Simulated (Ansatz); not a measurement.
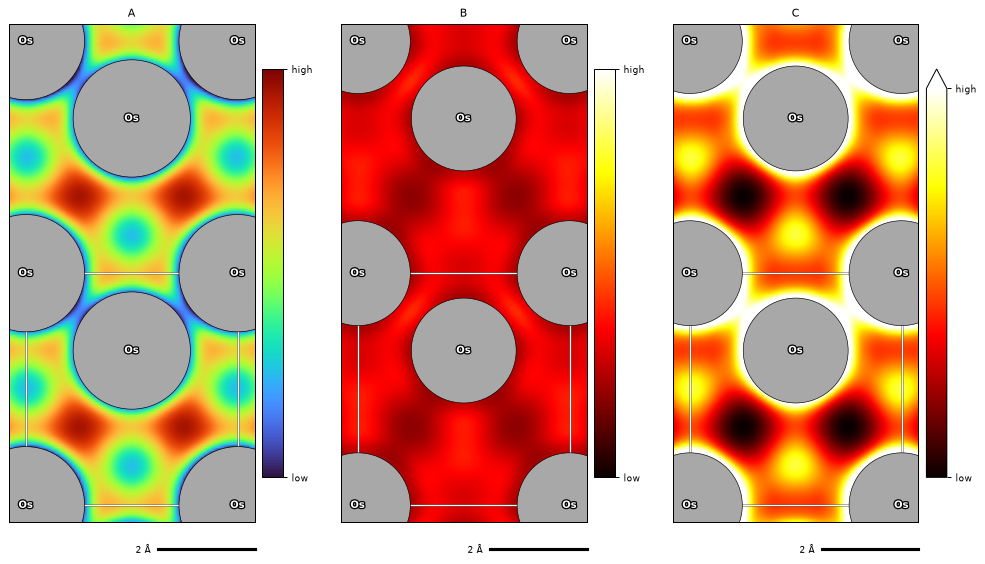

Os: 3 fields on the (110) plane of the conventional cell, with unlabelled colour scales. Grey discs cover the atomic cores.

Space group P6₃/mmc; computed pressure about −23 GPa in this cell.

These are results of Kohn-Sham DFT of a periodic cell, LDA, Ansatz PAW (Ansatz), not measurements.

```
Os
1.0
     2.77008    0.00000    0.00000
    -1.38504    2.39896    0.00000
     0.00000    0.00000    4.37654
Os
2
Direct
  0.66667 0.33333 0.75000
  0.33333 0.66667 0.25000
```

### The panels show electron localisation function, electrostatic potential energy of an electron and valence pseudo-density in some order. Assign them.

Panel A: electrostatic potential energy of an electron (low next to the atoms, rising into the space between them). Panel B: electron localisation function. Panel C: valence pseudo-density. From the grid: Os–Os (2.71 Å): ρ at the midpoint is about 0.47 e/Å³; the ELF is about 0.45 at the midpoint.
